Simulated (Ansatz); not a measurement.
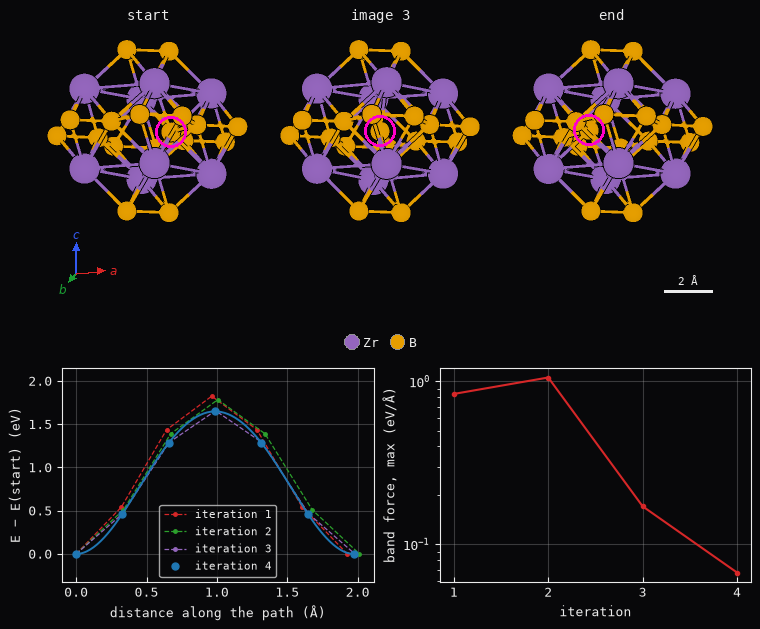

A search for the minimum-energy path of a defect cell of composition Zr8B15 with a B vacancy (23 atoms in the cell) by the nudged elastic band. Images are numbered from 0 (start) to 6 (end). The plot follows the band through its iterations. A ball-and-stick model of the atoms within 4.0 Å of the middle of the path, seen from a free direction. The moving atom is ringed, with any periodic copies. Bonds to atoms that aren't drawn are left out.

These are results of DFT, PAW plane waves, LDA (Ansatz), not measurements. Set-up: plane-wave cutoff 420 eV; k-point mesh 3 × 3 × 2; Fermi-Dirac smearing 0.1 eV; 5 movable images; climbing image; force threshold 0.1 eV/Å; iteration limit 40.

Question: How did the profile develop, and is the result final?

Answer: The run is converged, with reservations. The band converged in 4 iterations. The largest component of the band force went from 0.84 to 0.067 eV/Å. The climbing image converged on the top of the path. Its curvatures weren't checked. The force threshold of 0.1 eV/Å is loose, so the barrier is approximate. The first iteration put the highest image at 1.82 eV. The two ends have the same energy, and the highest point, image 3, lies 1.65 eV above the start.

Limits of the set-up: the k-point mesh is coarse for a cell with partly filled bands; the periodic images lie only 6.3 Å apart, so the values are limited by the cell's size.
